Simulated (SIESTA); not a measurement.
System: Ni (space group P6_3/mmc).

Method: DFT in numerical atomic orbitals with pseudopotentials, collinear spins; energies at scaled volumes of the given cell, shape and fractions fixed, counted from the fit's minimum, third-order Birch-Murnaghan fit (SIESTA 5.4.2). All runs: collinear spin.

k mesh 9×9×5; occupations Fermi–Dirac; smearing width 0.05 eV; potentials PseudoDojo 0.4 standard, converted to PSML, two zetas on semicore shells.

What does the calculation give for the pressure against volume, with one curve for each functional? The cases: PBEsol; LDA.

The fitted equilibrium volumes, smallest first, are LDA 10.053, PBEsol 10.381 Å³/atom. The fitted bulk moduli, smallest first, are PBEsol 237.7, LDA 265.4 GPa. For PBEsol, the pressure falls from 11.58 GPa at volume 9.93 Å³/atom to −15.25 GPa at 11.20 Å³/atom, and changes sign near 10.39 Å³/atom. For LDA, the pressure falls from 3.21 GPa at volume 9.93 Å³/atom to −22.24 GPa at 11.20 Å³/atom, and changes sign near 10.06 Å³/atom.

PBEsol:
```
volume (Å³/atom)  pressure (GPa)
            9.93           11.58
           10.15            5.69
           10.36            0.66
           10.57           -4.15
           10.78           -8.24
           10.99          -12.05
           11.20          -15.25
```

LDA:
```
volume (Å³/atom)  pressure (GPa)
            9.93            3.21
           10.15           -2.33
           10.36           -7.45
           10.57          -11.82
           10.78          -15.60
           10.99          -19.31
           11.20          -22.24
```

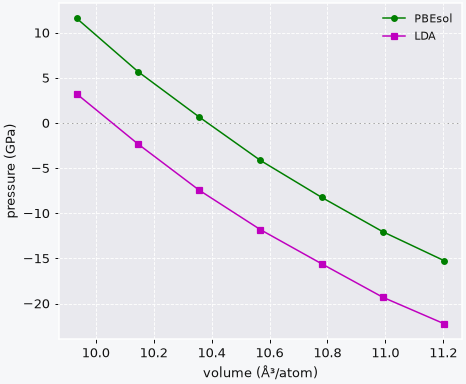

Caveats: mulliken charges of long orbitals; short basis over semicore shells; shape and atomic fractions are frozen while scaling, which makes layered, chain and framework solids too stiff.
